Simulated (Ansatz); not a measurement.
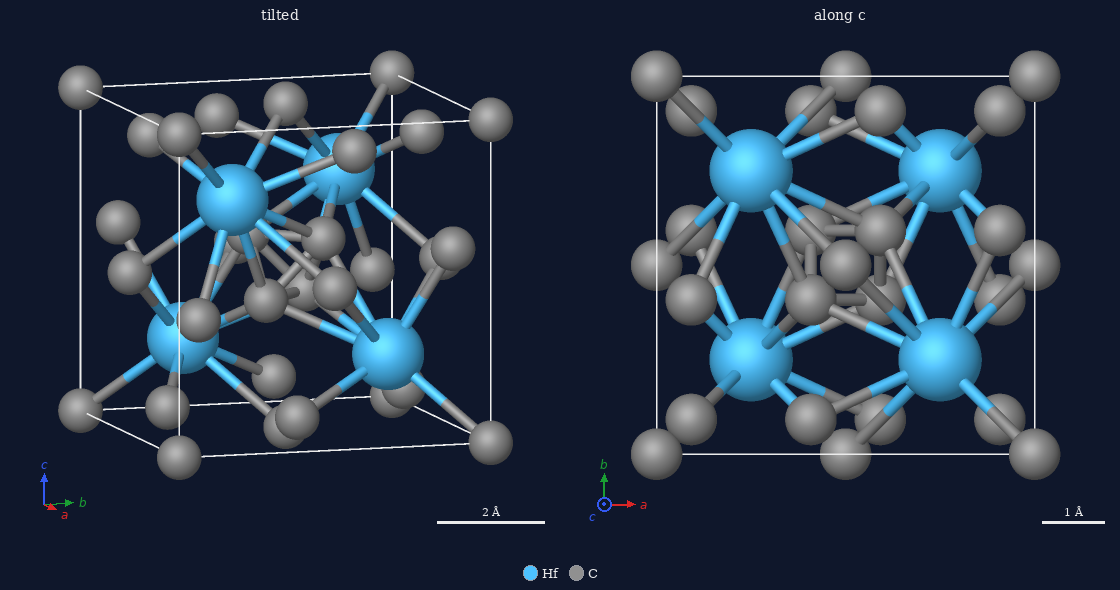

Ball-and-stick drawing of the structure, looking slightly off an axis and along the c axis. Thin lines show the conventional unit cell, with boundary atoms drawn in all their periodic places. Cell: a = 6.11 Å, b = 6.11 Å, c = 6.11 Å, α = 90.00°, β = 90.00°, γ = 90.00°.

Origin of the cell: a random cell made by a generator, so it need not be a real form of the compound. Earlier steps of the study may have refined or changed the cell and positions. It was run through Ansatz as a DFT input.

Notes on the structure:

It has the composition HfC5. The symmetry is that of F-43m (No. 216), on a face-centred cubic lattice. Content of the cell: 4 Hf, 20 C (Z = 4). Hf is coordinated by 16 C at about 2.5 to 2.6 Å. C takes two kinds of site: 4a with four Hf in a tetrahedral arrangement at about 2.6 Å; 16e with three Hf and three C (about 2.5 Å to Hf, 1.6 Å to C). The bonds build a three-dimensional framework.

Method used: DFT PBE, scalar-relativistic, plane waves, PAW in Ansatz. It ran with plane waves up to 420 eV, k-points about 0.18 Å⁻¹ apart, Gaussian smearing of 0.1 eV, no spin polarisation.

How large a gap does the method give, if there is one?

A metal: bands cross the Fermi level.

Give the Bader charge of each element.

Hf +2.17 e; C -0.47 to -0.42 e.

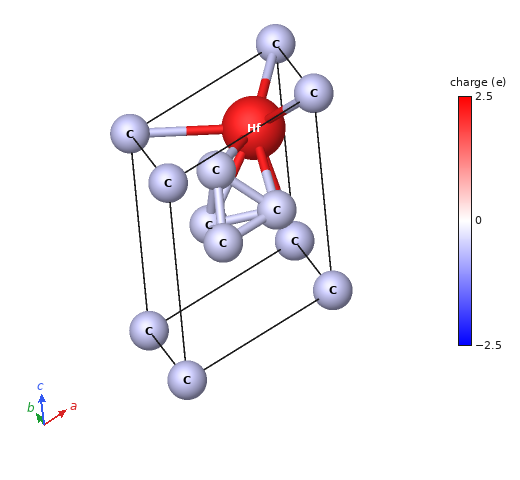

The atoms coloured by those charges. The run's cell of 6 atoms is drawn, so axes and origin can differ from the first picture.

Does the calculation find this structure at rest?

Yes. All forces vanish to within 0.01 eV/Å. The pressure is 0.0 GPa, close to zero.
